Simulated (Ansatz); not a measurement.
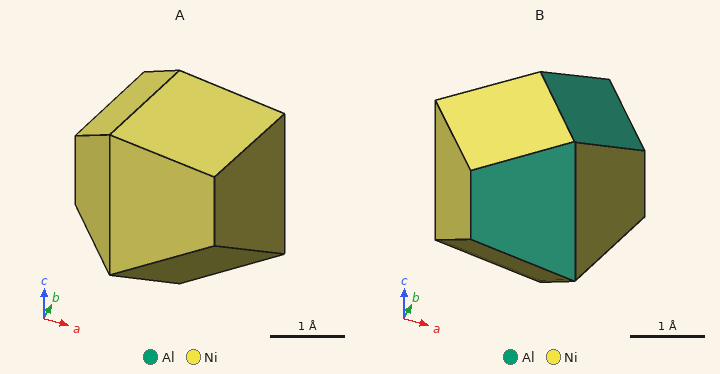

Computed Voronoi cells of the 2 sites of this structure, drawn to one scale and in one orientation; each face has the colour of the neighbour behind it.

AlNi3, space group P6_3/mmc (No. 194), a = 5.009 Å, b = 5.009 Å, c = 4.040 Å, α = 90.00°, β = 90.00°, γ = 120.00°

```json
{"site": "Al", "Wyckoff": "2d", "x": "0.6667", "y": "0.3333", "z": "0.2500"}
{"site": "Ni", "Wyckoff": "6h", "x": "0.3285", "y": "0.1643", "z": "0.7500"}
```

Geometry: the structure of a calculation's input, shown in its standard cell.

### Which cell belongs to which site?

A is Al (12 faces above 1 % of the solid angle, 11.1 Å³, mostly facing Ni); B is Ni (12 faces above 1 % of the solid angle, 10.9 Å³, mostly facing Ni).
